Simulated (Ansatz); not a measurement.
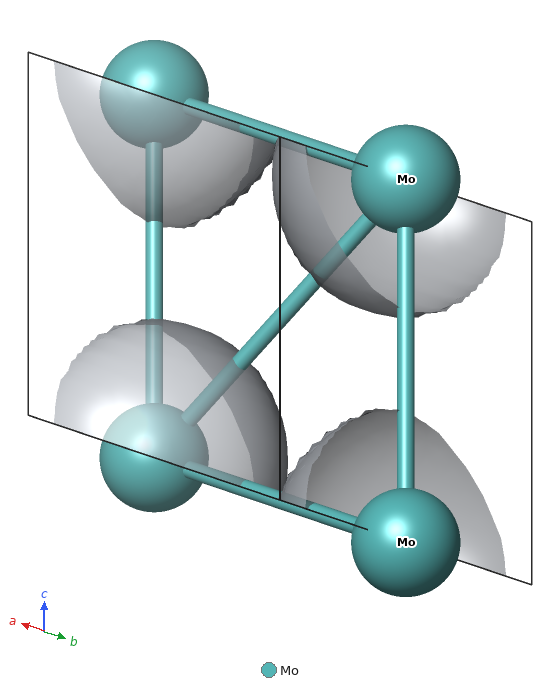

Mo. Isosurface of the valence charge density (pseudo) at 0.8 e/Å³ (grey), seen along [110]. Sticks mark near contacts.

Space group P-1; a structure from a database of computed crystals, not necessarily the ambient phase; computed pressure about −9 GPa in this cell.

Level of theory: Kohn-Sham DFT of a periodic cell, LDA, Ansatz PAW in Ansatz.

The density is the valence pseudo-density of a PAW calculation; it isn't the true density close to the nuclei.

```
Mo
1.0
     0.04517    0.01038   -2.53733
    -1.39661   -2.29949    0.03381
    -1.42787    2.31755    0.01455
Mo
1
Direct
  0.50000 0.00000 0.00000
```

**What does this surface tell about the bonding?**

At this value the density breaks into separate islands; it holds about 70 % of the electrons treated as valence (semicore included). It bridges none of the near contacts. It is pinched off along the sampled Mo–Mo (2.54 Å), Mo–Mo (2.69 Å) and Mo–Mo (2.82 Å) contacts. On the grid the lowest density along these lines, outside the cores, is 0.55 e/Å³ (Mo–Mo, 2.54 Å), 0.41 e/Å³ (Mo–Mo, 2.69 Å) and 0.32 e/Å³ (Mo–Mo, 2.82 Å).

**Does the calculation give a band gap?**

It is metallic or semimetallic at this level of theory: no gap opens.
